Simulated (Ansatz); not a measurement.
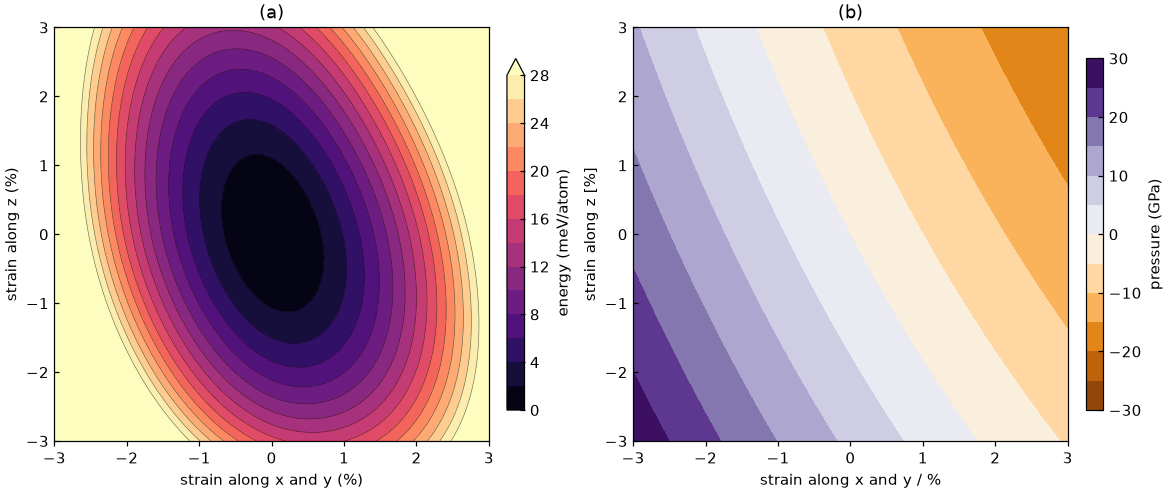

TiC (Fm-3m, No. 225; 2 atoms in the cell). The cell is strained homogeneously, by one strain along x and y and another along z, with fractional coordinates fixed (x, y and z along the cube axes). First axis: strain along x and y. Second axis: strain along z. The grid has 5 × 5 points. Points are written as (first, second). Energies are in meV/atom, from the lowest grid point. The reference cell is the one listed in the database, not relaxed at this level. Method: DFT r2SCAN, scalar-relativistic, plane waves, PAW in Ansatz. Settings: cutoff 500 eV, k-mesh 18×18×18, gaussian smearing 0.15 eV, no spin polarisation.

Panel (a) is the energy and panel (b) the computed pressure on the same grid.

In the figure: filled contours, one colour for all values above the top of the scale. Between grid points the surface is interpolated.

### How does the pressure vary over the map, and what is it at the lowest grid point?

It runs from −19.5 GPa at (3.0 %, 3.0 %) to 28.7 GPa at (−3.0 %, −3.0 %). At the lowest grid point, (0.0 %, 0.0 %), it is 0.0 GPa.
